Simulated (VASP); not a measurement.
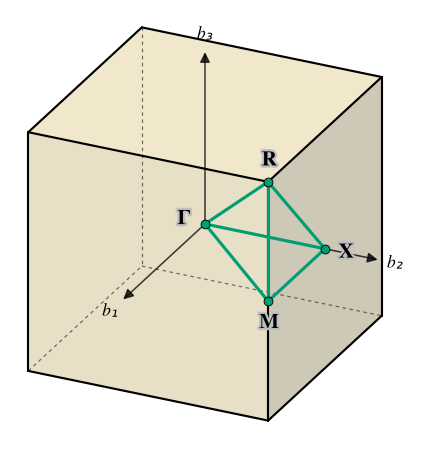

Crystal: TiAl3, a cell listed in the Materials Project, as set up for an electronic-structure calculation. The figure shows the first Brillouin zone with its special points and a band path. All values are computed from the atomic coordinates in the standard setting (tolerance 0.002 Å).

Labels and path follow the convention of Hinuma et al. (2017), as computed by seekpath; the arrows show the directions of the reciprocal primitive vectors b₁, b₂, b₃.

> Name the Bravais lattice of the crystal.

A simple cubic lattice (cP; extended symbol cP2). The zone is a cube: 6 faces (6 with 4 edges), 12 edges, 8 vertices.

> In which order does the conventional band path visit the special points?

Γ–X–M–Γ–R–X | R–M
